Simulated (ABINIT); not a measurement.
# BaTiO3 (P4mm): G0W0 with ABINIT, start to end, part 3 of 3

How does a plane-wave GW calculation on BaTiO3 (P4mm) run from the first input to the gap?

ABINIT 10.8.3; PBE and many-body steps on it, plane waves. Known limits of the many-body steps: not at the basis limit; no spin-orbit coupling; coarse k mesh.

So far. Step 3 (Bands along the symmetry lines): The gap is 1.851 eV, as in the run before at this level. Step 4 (Empty states on the mesh, 2×2×2 mesh, 132 bands): On this mesh the gap is 1.851 eV.

## 5. Screening, 2×2×2 mesh, 120 bands, screening to 106.1 eV

The RPA dielectric matrix is built and inverted for each q.

This step: RPA screening on PBE, plane waves, norm-conserving pseudopotentials.

run.abi

```
acell 3*1.0 Angstrom
rprim 
  3.990480000000 0.000000000000 0.000000000000
  0.000000000000 3.990480000000 0.000000000000
  0.000000000000 0.000000000000 4.023030000000
ntypat 3
znucl 56 22 8
natom 5
typat 1 2 3 3 3
xred 
  0.000000000000 0.000000000000 0.000000000000
  0.500000000000 0.500000000000 0.522000000000
  0.500000000000 0.500000000000 0.979000000000
  0.500000000000 0.000000000000 0.488000000000
  0.000000000000 0.500000000000 0.488000000000
pp_dirpath "pseudos"
pseudos "Ba.upf, Ti.upf, O.upf"
ecut 38
ngkpt 2 2 2
nshiftk 1
shiftk 0 0 0
kptopt 1
chksymbreak 0
istwfk *1
occopt 1
irdwfk 1
optdriver 3
nband 120
ecuteps 3.9
inclvkb 2
awtr 1
symchi 1
indata_prefix "in"
outdata_prefix "out"
tmpdata_prefix "tmp"
```

The run is started by

```sh
$ OMP_NUM_THREADS=1 mpirun -n 8 abinit run.abi > log
```

Numbers of over 12 decimals in the logs are rounded to 6 here.

Log:

```text
.Version 10.8.3 of ABINIT. v10.8.2 released Aug 2026.

 Symmetries : space group P4 m m (# 99); Bravais tP (primitive tetrag.)
[... echo of the input left out ...]
== DATASET  1 ==================================================================
-   mpi_nproc: 8, omp_nthreads: 1 (-1 if OMP is not activated)

--- !DatasetInfo
iteration_state: {dtset: 1, }
dimensions: {natom: 5, nkpt: 6, mband: 120, nsppol: 1, nspinor: 1, nspden: 1, mpw: 4868, }
cutoff_energies: {ecut:  38.0, pawecutdg:  -1.0, }
electrons: {nelect:   4.00000000E+01, charge:   0.00000000E+00, occopt:   1.00000000E+00, tsmear:   1.00000000E-02, }

 SCREENING: Calculation of the susceptibility and dielectric matrices

 Based on a program developped by R.W. Godby, V. Olevano, G. Onida, and L. Reining.
 Incorporated in ABINIT by V. Olevano, G.-M. Rignanese, and M. Torrent.
.Using double precision arithmetic ; gwpc =  8

[... cell and pseudopotentials left out ...]
--------------------------------------------------------------------------------

 ==== K-mesh for the wavefunctions ====
 Number of points in the irreducible wedge :     6
[... list of points left out ...]
 Together with  8 symmetry operations and time-reversal symmetry
 yields     8 points in the full Brillouin Zone.

 ==== Q-mesh for the screening function ====
 Number of points in the irreducible wedge :     6
[... list of points left out ...]
 Together with  8 symmetry operations and time-reversal symmetry
 yields     8 points in the full Brillouin Zone.

 setmesh: FFT mesh size selected  =    27x   27x   27
          total number of points  =        19683

 vcoul_init : cutoff-mode = AUXILIARY_FUNCTION
 q-points for optical limit:   1
     1)      0.000010    0.000020    0.000030

- screening: taking advantage of time-reversal symmetry
- Maximum band index for partially occupied states nbvw = 20
- Remaining bands to be divided among processors   nbcw = 100
- Number of bands treated by each node ~12

 Number of electrons calculated from density =   40.0000; Expected =   40.0000
 average of density, n =  0.092525
 r_s =    1.3716
 omega_plasma =   29.3417 [eV]

 calculating chi0 at frequencies [eV] :
  1    0.000000E+00    0.000000E+00
  2    0.000000E+00    2.934172E+01

--------------------------------------------------------------------------------
  q-point number  1        q = ( 0.000000, 0.000000, 0.000000) [r.l.u.]
--------------------------------------------------------------------------------
[... chi0 elements left out ...]
 For q-point:  0.000010 0.000020 0.000030
  dielectric constant =   7.5707
  dielectric constant without local fields =   8.4748

  Average fulfillment of the sum rule on Im[epsilon] for q-point    1 :     65.25  [%]
[... wings left out ...]
  q-point number  2        q = ( 0.500000, 0.000000, 0.000000) [r.l.u.]
--------------------------------------------------------------------------------
[... chi0 elements left out ...]
  Average fulfillment of the sum rule on Im[epsilon] for q-point    2 :     72.17  [%]

 [... 4 further q-points ...]
```

Elapsed: 9.8 s, on 8 MPI ranks of Arm Neoverse V2, shared host; peak memory 1.3 GiB; 78 s of CPU time.

Numbers from this step:

```yaml
eps_infinity_with_local_fields_on_this_mesh_along_the_program_s_q_direction: 7.571
the_same_without_local_fields: 8.475
plasma_frequency: 29.34 eV
plane_waves_in_the_screening_matrix: 171
```

Local fields lower ε∞ by 11 %. On a Γ-centred mesh this coarse the value itself is usually too large, while a short band sum pulls it down.

## 6. Self-energy, 2×2×2 mesh, 120 bands, screening to 106.1 eV

The self-energy is evaluated for the states that the input lists, and the levels follow from it, in one-shot runs by the linearised quasiparticle equation.

This step: G0W0 on PBE, plane waves, norm-conserving pseudopotentials.

run.abi: that of step 5 with these lines changed.

```diff
@@ -26,8 +26,25 @@
 irdwfk 1
-optdriver 3
+optdriver 4
 nband 120
+gwcalctyp 0
+ecutsigx 38
+symsigma 1
+nkptgw 6
+kptgw 
+  0.0000000000 0.0000000000 0.0000000000
+  0.5000000000 0.0000000000 0.0000000000
+  0.5000000000 0.5000000000 0.0000000000
+  0.0000000000 0.0000000000 0.5000000000
+  0.5000000000 0.0000000000 0.5000000000
+  0.5000000000 0.5000000000 0.5000000000
+bdgw 
+  12 24
+  12 24
+  12 24
+  12 24
+  12 24
+  12 24
 ecuteps 3.9
-inclvkb 2
-awtr 1
-symchi 1
+irdscr 1
+ppmodel 1
 indata_prefix "in"
```

Log:

```text
.Version 10.8.3 of ABINIT. v10.8.2 released Aug 2026.

 Symmetries : space group P4 m m (# 99); Bravais tP (primitive tetrag.)
[... echo of the input left out ...]
== DATASET  1 ==================================================================
-   mpi_nproc: 8, omp_nthreads: 1 (-1 if OMP is not activated)

--- !DatasetInfo
iteration_state: {dtset: 1, }
dimensions: {natom: 5, nkpt: 6, mband: 120, nsppol: 1, nspinor: 1, nspden: 1, mpw: 4868, }
cutoff_energies: {ecut:  38.0, pawecutdg:  -1.0, }
electrons: {nelect:   4.00000000E+01, charge:   0.00000000E+00, occopt:   1.00000000E+00, tsmear:   1.00000000E-02, }

 SIGMA: Calculation of the GW corrections

 Based on a program developped by R.W. Godby, V. Olevano, G. Onida, and L. Reining.
 Incorporated in ABINIT by V. Olevano, G.-M. Rignanese, and M. Torrent.
.Using double precision arithmetic ; gwpc =  8

[... cell and pseudopotentials left out ...]
--------------------------------------------------------------------------------

 ==== K-mesh for the wavefunctions ====
 Number of points in the irreducible wedge :     6
[... list of points left out ...]
 Together with  8 symmetry operations and time-reversal symmetry
 yields     8 points in the full Brillouin Zone.

 ==== Q-mesh for screening function ====
 Number of points in the irreducible wedge :     6
[... list of points left out ...]
 Together with  8 symmetry operations and time-reversal symmetry
 yields     8 points in the full Brillouin Zone.

 vcoul_init : cutoff-mode = AUXILIARY_FUNCTION
 q-points for optical limit:   1
     1)      0.000010    0.000020    0.000030
 setmesh: FFT mesh size selected  =    45x   45x   45
          total number of points  =        91125

 Number of electrons calculated from density =   40.0000; Expected =   40.0000
 average of density, n =  0.092525
 r_s =    1.3716
 omega_plasma =   29.3417 [eV]

 === KS Band Gaps ===
  >>>> For spin  1
   Minimum direct gap =   2.2217 [eV], located at k-point      :   0.0000  0.0000  0.0000
   Fundamental gap    =   1.8512 [eV], Top of valence bands at :   0.5000  0.5000  0.5000
                                       Bottom of conduction at :   0.0000  0.0000  0.0000
 SIGMA fundamental parameters:
 PLASMON POLE MODEL  1
 number of plane-waves for SigmaX                 4865
 number of plane-waves for SigmaC and W            171
 number of plane-waves for wavefunctions          4865
 number of bands                                   120
 number of independent spin polarizations            1
 number of spinorial components                      1
 number of k-points in IBZ                           6
 number of q-points in IBZ                           6
 number of symmetry operations                       8
 number of k-points in BZ                            8
 number of q-points in BZ                            8
 number of frequencies for dSigma/dE                 9
 frequency step for dSigma/dE [eV]                0.25
 number of omega for Sigma on real axis              0
 max omega for Sigma on real axis  [eV]           0.00
 zcut for avoiding poles [eV]                     0.10

 EPSILON^-1 parameters (SCR file):
 dimension of the eps^-1 matrix on file            171
 dimension of the eps^-1 matrix used               171
 number of plane-waves for wavefunctions          4865
 number of bands                                   120
 number of q-points in IBZ                           6
 number of frequencies                               2
 number of real frequencies                          1
 number of imag frequencies                          1

 matrix elements of self-energy operator (all in [eV])

 Perturbative Calculation

--- !SelfEnergy_ee
iteration_state: {dtset: 1, }
kpoint     : [   0.000,    0.000,    0.000, ]
spin       : 1
KS_gap     :    2.222
QP_gap     :    3.752
Delta_QP_KS:    1.530
data: !SigmaeeData |
     Band     E0 <VxcDFT>   SigX SigC(E0)      Z dSigC/dE  Sig(E)    E-E0       E
       12   4.345 -18.835 -24.140   5.083   0.779  -0.283 -19.008  -0.173   4.172
       13   4.372 -18.641 -23.881   5.037   0.771  -0.297 -18.798  -0.157   4.215
       14   4.372 -18.641 -23.881   5.037   0.771  -0.297 -18.798  -0.157   4.215
       15   5.312 -18.826 -23.704   4.902   0.756  -0.324 -18.808   0.018   5.330
       16   5.312 -18.826 -23.704   4.902   0.756  -0.324 -18.808   0.018   5.330
       17   5.537 -18.785 -23.854   5.114   0.770  -0.300 -18.751   0.034   5.571
       18   6.271 -20.246 -24.861   4.855   0.768  -0.302 -20.061   0.184   6.455
       19   6.347 -20.046 -24.594   4.780   0.770  -0.299 -19.867   0.179   6.527
       20   6.347 -20.046 -24.594   4.780   0.770  -0.299 -19.867   0.179   6.527
       21   8.569 -18.719 -10.916  -5.623   0.784  -0.275 -17.009   1.710  10.279
[...]
--- !SelfEnergy_ee
iteration_state: {dtset: 1, }
kpoint     : [   0.500,    0.000,    0.000, ]
spin       : 1
KS_gap     :    3.310
QP_gap     :    5.004
Delta_QP_KS:    1.694
data: !SigmaeeData |
     Band     E0 <VxcDFT>   SigX SigC(E0)      Z dSigC/dE  Sig(E)    E-E0       E
[...]
--- !SelfEnergy_ee
iteration_state: {dtset: 1, }
kpoint     : [   0.500,    0.500,    0.000, ]
spin       : 1
KS_gap     :    3.735
QP_gap     :    5.485
Delta_QP_KS:    1.750
data: !SigmaeeData |
     Band     E0 <VxcDFT>   SigX SigC(E0)      Z dSigC/dE  Sig(E)    E-E0       E
[...]
--- !SelfEnergy_ee
iteration_state: {dtset: 1, }
kpoint     : [   0.000,    0.000,    0.500, ]
spin       : 1
KS_gap     :    2.712
QP_gap     :    4.386
Delta_QP_KS:    1.674
data: !SigmaeeData |
     Band     E0 <VxcDFT>   SigX SigC(E0)      Z dSigC/dE  Sig(E)    E-E0       E
[...]
--- !SelfEnergy_ee
iteration_state: {dtset: 1, }
kpoint     : [   0.500,    0.000,    0.500, ]
spin       : 1
KS_gap     :    3.851
QP_gap     :    5.582
Delta_QP_KS:    1.731
data: !SigmaeeData |
     Band     E0 <VxcDFT>   SigX SigC(E0)      Z dSigC/dE  Sig(E)    E-E0       E
[...]
--- !SelfEnergy_ee
iteration_state: {dtset: 1, }
kpoint     : [   0.500,    0.500,    0.500, ]
spin       : 1
KS_gap     :    4.248
QP_gap     :    5.964
Delta_QP_KS:    1.717
data: !SigmaeeData |
     Band     E0 <VxcDFT>   SigX SigC(E0)      Z dSigC/dE  Sig(E)    E-E0       E
[...]
20   6.718 -20.048 -24.855   5.102   0.765  -0.306 -19.822   0.226   6.944
       21  10.965 -21.814 -13.031  -6.132   0.733  -0.364 -19.871   1.943  12.908
       22  10.977 -21.832 -13.234  -5.885   0.741  -0.350 -19.822   2.009  12.986
       23  10.977 -21.832 -13.234  -5.885   0.741  -0.350 -19.822   2.009  12.986
       24  13.190 -13.524  -7.919  -4.412   0.826  -0.210 -12.538   0.986  14.176

 New Fermi energy :        3.164639E-01 Ha ,    8.611420E+00 eV

 === QP Band Gaps ===
  >>>> For spin  1
   Minimum direct gap =   3.7522 [eV], located at k-point      :   0.0000  0.0000  0.0000
   Fundamental gap    =   3.3349 [eV], Top of valence bands at :   0.5000  0.5000  0.5000
                                       Bottom of conduction at :   0.0000  0.0000  0.0000

== END DATASET(S) ==============================================================
================================================================================

 -outvars: echo values of variables after computation  --------
           etotal      0.0000000000E+00
            nband         120
             nkpt           6
          spgroup          99
 [... the other variables as echoed above ...]

 Calculation completed.
```

Wall time 15 s (8 MPI ranks); peak memory 1.4 GiB.

Numbers from this step:

| Property | Result |
| --- | --- |
| G0W0 gap on the mesh | 3.335 eV |
| starting gap on the mesh | 1.851 eV |
| k of the valence top | 0.5, 0.5, 0.5 |
| k of the conduction bottom | 0, 0, 0 |
| Z at the valence top | 0.765 |
| Z at the conduction bottom | 0.784 |
| least direct G0W0 gap on the computed points | 3.752 eV |

The gap on the mesh goes from 1.85 eV to 3.33 eV, a correction of +1.48 eV.

Limits: finite bands, cutoff and mesh; no spin-orbit coupling; coarse k mesh. v1 is the top filled band, c1 the lowest empty one. The levels before and after the correction (eV, zero at the valence-band top of each column):

```csv
,conduction bottom,valence top
Kohn-Sham,1.85,0.00
G0W0,3.33,0.00
```

```
                         level  energy (eV)
Kohn-Sham                 Γ v3       -0.447
Kohn-Sham              Γ v2-v1       -0.371
Kohn-Sham                 Γ c1        1.851
Kohn-Sham              Γ c2-c3        2.219
Kohn-Sham  (0.5 0.5 0.5) v3-v2       -0.176
Kohn-Sham     (0.5 0.5 0.5) v1        0.000
Kohn-Sham     (0.5 0.5 0.5) c1        4.247
Kohn-Sham  (0.5 0.5 0.5) c2-c3        4.259
     G0W0                 Γ v3       -0.489
     G0W0              Γ v2-v1       -0.417
     G0W0                 Γ c1        3.335
     G0W0              Γ c2-c3        3.714
     G0W0  (0.5 0.5 0.5) v3-v2       -0.195
     G0W0     (0.5 0.5 0.5) v1        0.000
     G0W0     (0.5 0.5 0.5) c1        5.964
     G0W0  (0.5 0.5 0.5) c2-c3        6.042
```

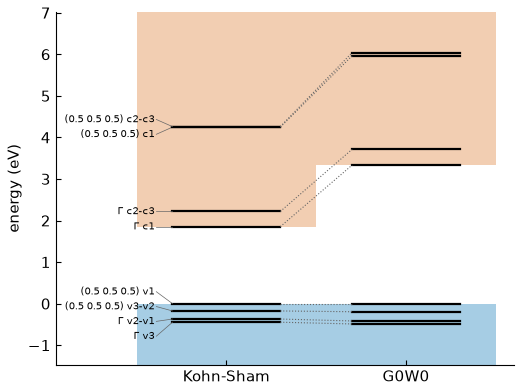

Levels before and after the correction. Shaded: valence and conduction bands.

## 7. Where the time went

Times are wall times on the hardware named with each run, good to a factor of about two.

```csv
step,time,share,memory (GiB)
ground state,36 s,33 %,0.68
bands along the symmetry lines,28 s,25 %,0.68
empty states on the mesh,22 s,20 %,0.49
screening,9.8 s,9 %,1.3
self-energy,15 s,13 %,1.4
```

## 8. What came out

| Quantity | Value |
| --- | --- |
| PBE gap | 1.85 eV, indirect |
| G0W0 gap on the mesh | 3.33 eV |
| GW settings | 2×2×2 mesh, 120 bands, screening to 106.1 eV, Godby-Needs plasmon pole |
| known limits | not at the basis limit; no spin-orbit coupling; coarse k mesh |

G0W0 moves the gap on the mesh from 1.85 eV to 3.33 eV (+1.48 eV), with Z of 0.77 and 0.78 at the edges. Local fields lower the RPA ε∞ on this mesh from 8.47 to 7.57; a Γ-centred mesh this coarse tends to raise both, most where the direct gap is narrow, while a short band sum lowers them. Bands and cutoff are finite, so the gap is not at the basis limit. The miss can reach some tenths of an eV and take either sign; the mesh is an error of its own. The 2×2×2 mesh is coarse for this cell, which bears on the long-range parts of exchange and screening. The many-body steps are scalar-relativistic: spin-orbit coupling is not in them.

[Paths, hosts, dates, memory and timing lines, banners, echoed tables and standing remarks are left out of the program output.]

[Logs are printed without paths, hosts, clocks, repeated set-up lines and the standing remarks that a program may print on its own settings, such as how far it seeks lower states.]

[Runs of the session that timed out or met a known fault of the program may be left out.]

[Hosts, paths, dates, database ids (printed as entryN), source tags and the programs' standing remarks are cut or masked in the printed files.]

[G0W0 gaps are taken among the corrected bands and points alone; a level outside them can change the order at an edge.]

[Where Ansatz stands beside ABINIT at settings called matched, ABINIT's density can come from a denser mesh and the files from another edition; pairs whose starting gaps differed by over 0.03 eV were left out, so agreement reads better than it is.]
